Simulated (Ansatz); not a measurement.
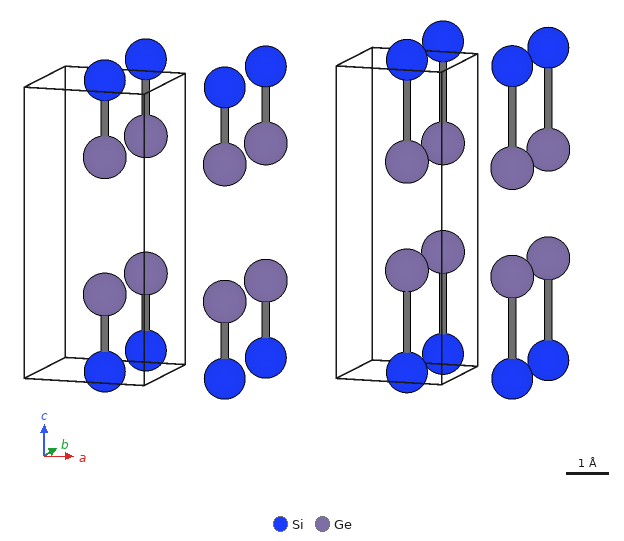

Two geometries of a crystal of SiGe$_{2}$ (a generated structure, set up in P4/mmm) (coarse preliminary run), drawn at one scale. One is the start of a relaxation, the other its converged end. A ball-and-stick model of the cell of the calculation, repeated 2 × 2 × 1 with one cell outlined, seen slightly off an axis.

Method: DFT PBE, scalar-relativistic, plane waves, PAW (Ansatz). (plane-wave cutoff 420 eV; k-point mesh 6 × 6 × 4; occupations gaussian; smearing width 0.1 eV; no spin polarisation; cell and atoms relaxed; force threshold 0.04 eV/Å; at most 70 steps)

Q: Which one is relaxed?

A: The right one is the relaxed one. After 5 accepted moves (7 points after the start) the energy has fallen by 5.062 eV per cell of the calculation. The largest force component goes from 11 to 0.006 eV/Å. Pressure: 27.42 GPa at the start and 0.13 GPa at the end. The line search rejected the trial step at point 4 of the run. The SCF was repeated once at an unchanged geometry on a basis and grid sized afresh for the cell, which shifted the energy by 1.0 meV per cell of the calculation at most. The largest moves relative to the cell, 0.48 Å, are those of Ge atoms. Si stays in place. The volume changes by −17.3 %, with a = b 3.073 → 2.698 Å (−12.2 %), c 7.169 → 7.692 Å (+7.3 %). Among the contacts that change: Ge–Si 1.895 → 2.509 Å, Si–Si 3.073 → 2.698 Å. The space group stays P4/mmm (No. 123). Cost: 20 s on 1 thread of Arm Neoverse V1, on a shared host, peak memory 0.35 GiB.
